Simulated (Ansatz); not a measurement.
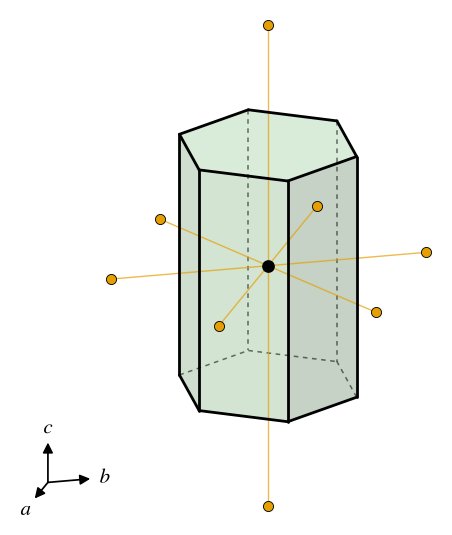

The Wigner–Seitz cell of the crystal's lattice, with lines to the lattice points that define its faces. Crystal: ZrS2, coordinates from a relaxation with DFT PBEsol, scalar-relativistic, plane waves, PAW (Ansatz 0.2.0). Geometry calculated from the standardised cell; symmetry tolerance 0.002 Å.

a = 3.627 Å, b = 3.627 Å, c = 5.887 Å, α = 90.00°, β = 90.00°, γ = 120.00°; lattice centring P.

Which of Fedorov's five parallelohedra is it?

A hexagonal prism: 8 faces (6 with 4 edges, 2 with 6 edges), 18 edges, 12 vertices. Its volume is that of the primitive cell, 67.1 Å³.

Which lattice vectors do the faces bisect?

| example | length (Å) | faces | edges of each | area (Å²) |
| --- | --- | --- | --- | --- |
| a + b | 3.63 | 6 | 4 | 12.3 |
| c | 5.89 | 2 | 6 | 11.4 |
